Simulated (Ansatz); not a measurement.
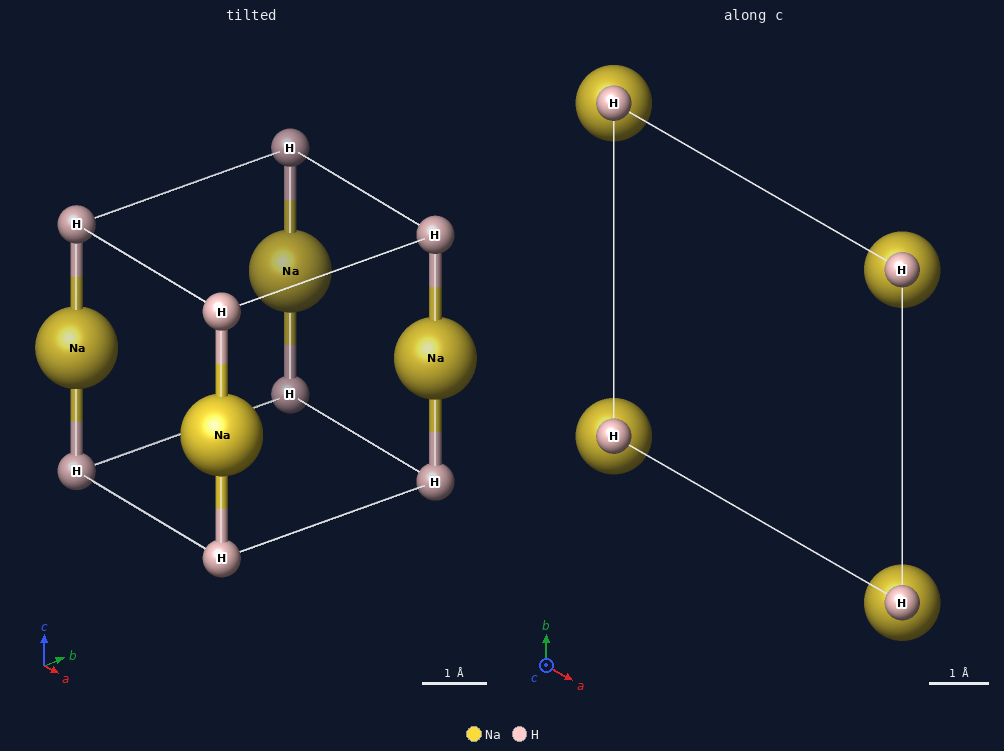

Structure drawing (ball-and-stick), viewed slightly off an axis and along the c axis. The edges of the conventional unit cell are marked. Cell: a = 5.67 Å, b = 5.67 Å, c = 4.02 Å, α = 90.00°, β = 90.00°, γ = 120.00°.

Provenance: a random cell made by a generator, so it need not be a real form of the compound. Earlier steps of the study may have refined or changed the cell and positions. Ansatz was used for an electronic-structure calculation on it.

Summary of the structure:

Composition: NaH. Its lattice is primitive hexagonal, its space group P6/mmm (No. 191). Counting shared atoms by their share gives 1 Na, 1 H, or 2 atoms. Na is linked to two H in a linear arrangement at about 2.0 Å. H bonds to two Na in a linear arrangement at about 2.0 Å. The bonds build NaH chains along [001].

Setup: DFT PBE, scalar-relativistic, plane waves, PAW in Ansatz 0.2.0; 420 eV cutoff, k-points on a 6×6×6 grid, Gaussian smearing of 0.02 eV, no spin polarisation.

Does it come out as a metal, or with a gap?

An insulator at this level, with a gap of 3.37 eV, indirect.

What are the atomic charges by Bader's partition?

Na +0.80 e; H -0.80 e.

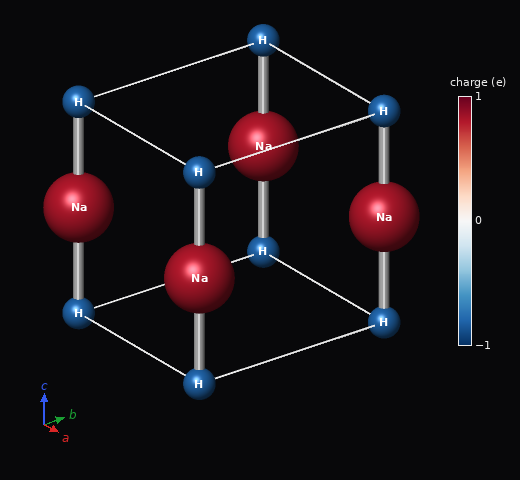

The atoms coloured by those charges. The run's cell of 2 atoms is drawn.

Is this an equilibrium geometry for the method given?

Yes. All forces vanish to within 0.01 eV/Å. The pressure is 0.0 GPa, close to zero.
